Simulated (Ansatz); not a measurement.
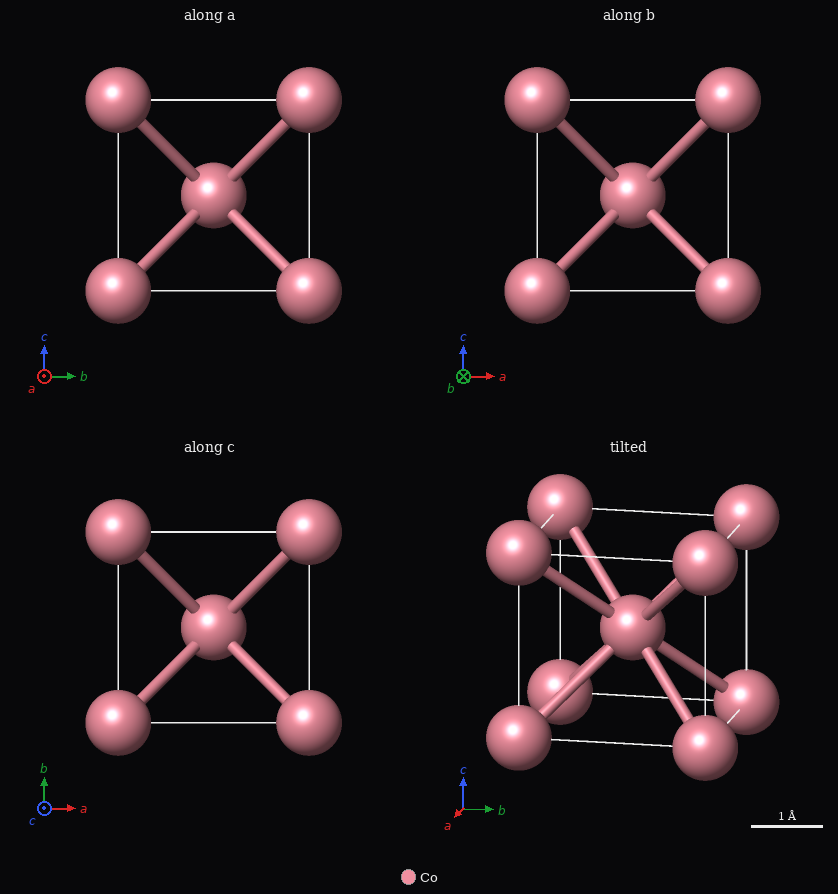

Structure drawing (ball-and-stick), viewed along the a axis, along the b axis, along the c axis and slightly off an axis. The parallelepiped is the conventional unit cell.

Lattice parameters: a = 2.698 Å, b = 2.698 Å, c = 2.698 Å, α = 90.00°, β = 90.00°, γ = 90.00°. Put a along x and b in the xy plane.

Write the structure as a POSCAR file.

```
Co
1.0
     2.698    0.000    0.000
     0.000    2.698    0.000
     0.000    0.000    2.698
Co
2
Direct
  0.0000 0.0000 0.0000
  0.5000 0.5000 0.5000
```

The structure was taken from a structure type filled with this element by a generator (whether the element takes this form wasn't checked). Earlier steps of the study may have refined or changed the cell and positions. An electronic-structure calculation with Ansatz was run on it.

At this level of theory the cell isn't at rest (compressed, at 33 GPa), so its distances can differ from those at equilibrium, the more so the softer the solid.
